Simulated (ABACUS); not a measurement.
## Geometry relaxation of Re (part 4 of 4)

The same run, continued: Re (P6₃/mmc, 2 atoms in the cell); Kohn-Sham DFT of a periodic cell, r2SCAN, SG15 ONCV 1.2 PBE, no spin polarisation (ABACUS 3.10.1); cutoff 1142.88 eV, 7×7×4 k-mesh, fermi-dirac of 0.05 eV. The structure derives from an entry of the Crystallography Open Database.

Geometry of the input (Å; fractional positions):
```
2.7608  0.0000  0.0000
-1.3804  2.3909  0.0000
0.0000  0.0000  4.4582
Re 0.6667  0.3333  0.7500
Re 0.3333  0.6667  0.2500
```

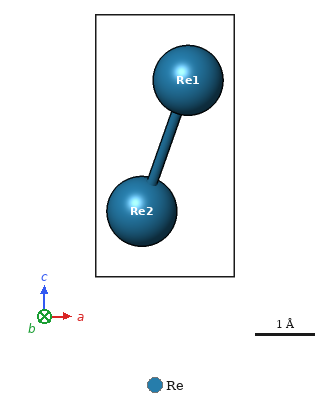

The geometry at step 4 of the log (ball-and-stick view of the cell of the calculation, along the b axis; atoms are numbered from 1 in the order of the input).

What the program printed, continued:
```
 Largest gradient in stress is 0.646646 kbar.
 Threshold is 0.500000 kbar.

 Relaxation is not converged yet!
CARTESIAN COORDINATES ( UNIT =       5.217155884900 Bohr ).
    atom                   x                   y                   z     mag                  vx                  vy                  vz
tauc_Re1            0.4981828517        0.2876260035        1.2212980898  0.0000        0.0000000000        0.0000000000        0.0000000000
tauc_Re2           -0.0000000001        0.5752520071        0.4070993633  0.0000        0.0000000000        0.0000000000        0.0000000000

                          Volume (Bohr^3) = 198.806247
                             Volume (A^3) = 29.460011

 Lattice vectors: (Cartesian coordinate: in unit of a_0)
            +0.996366           -0.000000           +0.000000
            -0.498183           +0.862878           -0.000000
            -0.000000           +0.000000           +1.628397
 Reciprocal vectors: (Cartesian coordinate: in unit of 2 pi/a_0)
            +1.003648           +0.579456           -0.000000
            +0.000000           +1.158912           -0.000000
            -0.000000           +0.000000           +0.614101

 -------------------------------------------
 STEP OF RELAXATION : 9
 -------------------------------------------

[... set-up of the moved cell ...]

 PW ALGORITHM --------------- ION=   9  ELEC=   1--------------------------------
 Notice: Threshold on eigenvalues was too large.
 hsover_error=0.300000 > DRHO=0.000000
 Origin diag ethr = 0.010000
 New diag ethr = 0.000000

 Density error is 0.000000073525
                          Error Threshold = 0.000000000235
----------------------------------------------------------
     Energy           Rydberg                 eV
----------------------------------------------------------
 E_KohnSham     -319.7088415924      -4349.8619466355
 E_Harris       -319.7103244518      -4349.8821219729
 E_Fermi        1.7644469970         24.0065329782
----------------------------------------------------------

 PW ALGORITHM --------------- ION=   9  ELEC=   2--------------------------------

 Density error is 0.000000001783
                          Error Threshold = 0.000000000245
----------------------------------------------------------
     Energy           Rydberg                 eV
----------------------------------------------------------
 E_KohnSham     -319.7088416124      -4349.8619469083
 E_KS(sigma->0) -319.7081868155      -4349.8530379397
 E_Harris       -319.7089335281      -4349.8631974851
 E_band         -12.8066053687       -174.2428050510
 E_one_elec     -43.8227419129       -596.2389919984
 E_Hartree      38.9988999795        530.6072554538
 E_xc           -34.3176971621       -466.9162236426
 E_Ewald        -280.5659929232      -3817.2961687838
 E_entropy(-TS) -0.0013095938        -0.0178179373
 E_descf        0.0000000000         0.0000000000
 E_exx          0.0000000000         0.0000000000
 E_Fermi        1.7644275037         24.0062677585
----------------------------------------------------------

 charge density convergence is achieved
 final etot is -4349.86194690833 eV
 EFERMI = 24.00626775853 eV

 STATE ENERGY(eV) AND OCCUPATIONS    NSPIN == 1
 1/6 kpoint (Cartesian) = 0.00000 0.00000 0.00000 (2599 pws)
       1     -58.366776       0.010204
       2     -58.238915       0.010204
       3     -19.857737       0.010204
       4     -18.711706       0.010204
       5     -18.711706       0.010204
       6     -18.558440       0.010204
       7     -18.537511       0.010204
       8     -18.537511       0.010204
       9      13.433347       0.010204
      10      16.933940       0.010204
      11      22.202729       0.010204
      12      22.402098       0.010204
      13      22.402098       0.010204
      14      23.241152       0.010204
      15      23.241152       0.010204
      16      24.219553       0.000141
      17      24.356406       0.000009
      18      24.356406       0.000009
      19      27.596815       0.000000

 2/6 kpoint (Cartesian) = -0.14338 0.08278 0.00000 (2599 pws)
       1     -58.345229       0.061224
       2     -58.228499       0.061224
       3     -19.776370       0.061224
       4     -18.905057       0.061224
       5     -18.771344       0.061224
       6     -18.736059       0.061224
       7     -18.590416       0.061224
       8     -18.567914       0.061224
       9      14.295602       0.061224
      10      17.711445       0.061224
      11      21.241658       0.061224
      12      22.214927       0.061224
      13      22.589848       0.061224
      14      23.197910       0.061224
      15      23.269384       0.061224
      16      23.769195       0.060695
      17      23.883746       0.056363
      18      23.993319       0.034554
      19      27.957572       0.000000

 3/6 kpoint (Cartesian) = -0.28676 0.16556 0.00000 (2593 pws)
       1     -58.294024       0.061224
       2     -58.207603       0.061224
       3     -19.565783       0.061224
       4     -19.334855       0.061224
       5     -19.156300       0.061224
       6     -18.897470       0.061224
       7     -18.689142       0.061224
       8     -18.641557       0.061224
       9      16.290129       0.061224
      10      18.448717       0.061224
      11      19.893053       0.061224
      12      20.925979       0.061224
      13      22.088409       0.061224
      14      22.800659       0.061224
      15      23.046396       0.061224
      16      25.132006       0.000000
      17      25.377810       0.000000
      18      26.008712       0.000000
      19      28.395328       0.000000

 4/6 kpoint (Cartesian) = -0.43013 0.24834 0.00000 (2588 pws)
       1     -58.246707       0.061224
       2     -58.196819       0.061224
       3     -19.673071       0.061224
       4     -19.472040       0.061224
       5     -19.333032       0.061224
       6     -18.993427       0.061224
       7     -18.831286       0.061224
       8     -18.703324       0.061224
       9      17.576125       0.061224
      10      17.873814       0.061224
      11      18.602822       0.061224
      12      21.739227       0.061224
      13      22.193600       0.061224
      14      22.490075       0.061224
      15      23.141574       0.061224
      16      27.879562       0.000000
      17      28.340974       0.000000
      18      28.544536       0.000000
      19      28.564314       0.000000

 5/6 kpoint (Cartesian) = -0.14338 0.24834 0.00000 (2597 pws)
       1     -58.308763       0.061224
       2     -58.212911       0.061224
       3     -19.629612       0.061224
       4     -19.149377       0.061224
       5     -19.097403       0.061224
       6     -18.831425       0.061224
       7     -18.667752       0.061224
       8     -18.656460       0.061224
       9      15.797144       0.061224
      10      18.849104       0.061224
      11      20.290450       0.061224
      12      20.562443       0.061224
      13      22.115221       0.061224
      14      22.414238       0.061224
      15      23.807584       0.060094
      16      23.902793       0.054361
      17      24.900076       0.000000
      18      25.769518       0.000000
      19      28.071048       0.000000

 6/6 kpoint (Cartesian) = -0.28676 0.33112 0.00000 (2584 pws)
       1     -58.258332       0.122449
       2     -58.198145       0.122449
       3     -19.502139       0.122449
       4     -19.396869       0.122449
       5     -19.365190       0.122449
       6     -19.018803       0.122449
       7     -18.790017       0.122449
       8     -18.787600       0.122449
       9      17.776713       0.122449
      10      18.805291       0.122449
      11      19.070511       0.122449
      12      20.597236       0.122449
      13      21.769923       0.122449
      14      22.634044       0.122449
      15      22.926768       0.122449
      16      25.557441       0.000000
      17      27.313543       0.000000
      18      28.110902       0.000000
      19      28.641778       0.000000

------------------------------------------------------------------------------------------
 TOTAL-FORCE (eV/Angstrom)
------------------------------------------------------------------------------------------
                       Re1         0.0000000000         0.0000000000         0.0000000000
                       Re2         0.0000000000         0.0000000000         0.0000000000
------------------------------------------------------------------------------------------

----------------------------------------------------------------
 TOTAL-STRESS (KBAR)
----------------------------------------------------------------
         0.0345020572         0.0000000000         0.0000000000
        -0.0000000000         0.0345020572         0.0000000000
         0.0000000000         0.0000000000         0.0724777430
----------------------------------------------------------------
 TOTAL-PRESSURE: 0.047161 KBAR

 Largest gradient in force is 0.000000 eV/A.
 Threshold is 0.005000 eV/A.

 Largest gradient in stress is 0.072478 kbar.
 Threshold is 0.500000 kbar.

 Relaxation is converged!

 --------------------------------------------
 !FINAL_ETOT_IS -4349.8619469083278091 eV
 --------------------------------------------
```

Trajectory as extended XYZ (Å, eV, eV/Å), 9 frames, from step=0 to step=8:
```
2
Lattice="2.7608 0.0000 0.0000 -1.3804 2.3909 0.0000 0.0000 0.0000 4.4582" Properties=species:S:1:pos:R:3:forces:R:3 step=0 energy=-4349.85899 pressure_GPa=0.53
Re    1.3804    0.7970    3.3436    0.0000   0.0000   0.0000
Re    0.0000    1.5939    1.1145    0.0000   0.0000   0.0000
2
Lattice="2.7535 -0.0000 0.0000 -1.3767 2.3846 -0.0000 0.0000 0.0000 4.5147" Properties=species:S:1:pos:R:3:forces:R:3 step=1 energy=-4349.86026 pressure_GPa=-2.39
Re    1.3767    0.7949    3.3861    0.0000   0.0000   0.0000
Re    0.0000    1.5897    1.1287    0.0000   0.0000   0.0000
2
Lattice="2.7562 -0.0000 0.0000 -1.3781 2.3870 -0.0000 0.0000 0.0000 4.4935" Properties=species:S:1:pos:R:3:forces:R:3 step=2 energy=-4349.86136 pressure_GPa=-1.35
Re    1.3781    0.7957    3.3701    0.0000   0.0000   0.0000
Re    0.0000    1.5913    1.1234    0.0000   0.0000   0.0000
2
Lattice="2.7371 -0.0000 0.0000 -1.3685 2.3704 -0.0000 0.0000 0.0000 4.5133" Properties=species:S:1:pos:R:3:forces:R:3 step=3 energy=-4349.85811 pressure_GPa=2.44
Re    1.3685    0.7901    3.3850    0.0000   0.0000   0.0000
Re    0.0000    1.5802    1.1283    0.0000   0.0000   0.0000
2
Lattice="2.7508 -0.0000 0.0000 -1.3754 2.3823 -0.0000 0.0000 0.0000 4.4990" Properties=species:S:1:pos:R:3:forces:R:3 step=4 energy=-4349.86191 pressure_GPa=-0.31
Re    1.3754    0.7941    3.3743    0.0000   0.0000   0.0000
Re    0.0000    1.5882    1.1248    0.0000   0.0000   0.0000
2
Lattice="2.7511 -0.0000 0.0000 -1.3756 2.3825 -0.0000 0.0000 0.0000 4.4904" Properties=species:S:1:pos:R:3:forces:R:3 step=5 energy=-4349.86187 pressure_GPa=0.37
Re    1.3756    0.7942    3.3678    0.0000   0.0000   0.0000
Re    0.0000    1.5884    1.1226    0.0000   0.0000   0.0000
2
Lattice="2.7509 -0.0000 0.0000 -1.3755 2.3824 -0.0000 0.0000 0.0000 4.4955" Properties=species:S:1:pos:R:3:forces:R:3 step=6 energy=-4349.86195 pressure_GPa=-0.04
Re    1.3755    0.7941    3.3716    0.0000   0.0000   0.0000
Re    0.0000    1.5883    1.1239    0.0000   0.0000   0.0000
2
Lattice="2.7506 -0.0000 0.0000 -1.3753 2.3821 -0.0000 -0.0000 0.0000 4.4959" Properties=species:S:1:pos:R:3:forces:R:3 step=7 energy=-4349.86195 pressure_GPa=0.05
Re    1.3753    0.7940    3.3719    0.0000   0.0000   0.0000
Re    0.0000    1.5880    1.1240    0.0000   0.0000   0.0000
2
Lattice="2.7508 -0.0000 0.0000 -1.3754 2.3822 -0.0000 -0.0000 0.0000 4.4957" Properties=species:S:1:pos:R:3:forces:R:3 step=8 energy=-4349.86195 pressure_GPa=0.00
Re    1.3754    0.7941    3.3718    0.0000   0.0000   0.0000
Re    0.0000    1.5882    1.1239    0.0000   0.0000   0.0000
```

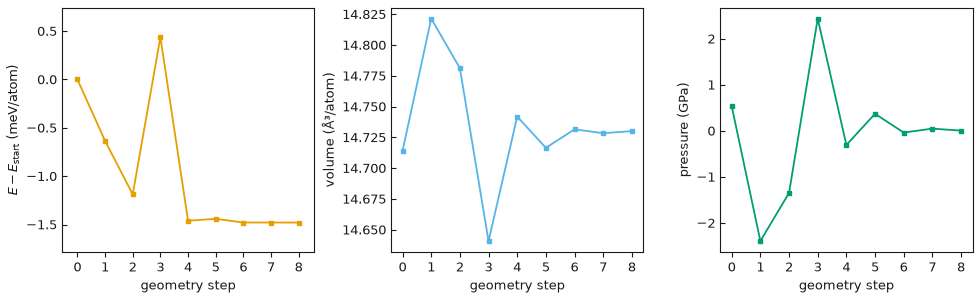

Progress of the relaxation, step by step (steps are counted from 0).

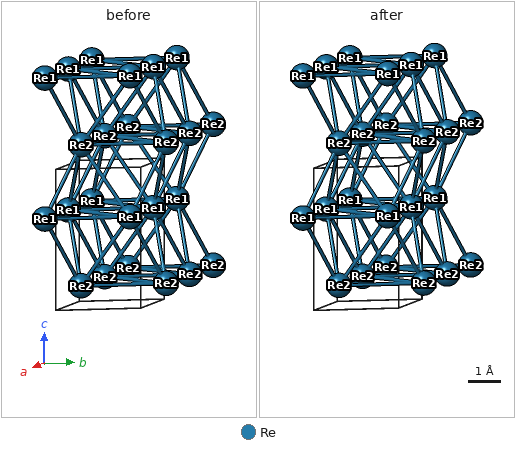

Before (left) and after (right) the relaxation, at one scale (ball-and-stick view of the cell of the calculation, repeated 3 × 2 × 2, seen slightly off an axis). The energy falls by 1.5 meV per atom in 8 geometry steps. All forces vanish by symmetry, so only the cell relaxes. Pressure: 0.53 GPa at the start and 0.00 GPa at the end. No atom moves by more than 0.005 Å relative to the cell. The drawn cell changes as follows: a = b 2.761 → 2.751 Å (−0.4 %), c 4.458 → 4.496 Å (+0.8 %); the volume changes by +0.1 %. Among the contacts that change: Re1–Re2 2.740 → 2.752 Å, Re1–Re1 2.761 → 2.751 Å. The space group stays P6_3/mmc (No. 194). (Atoms are counted from 1 in the order of the input.)
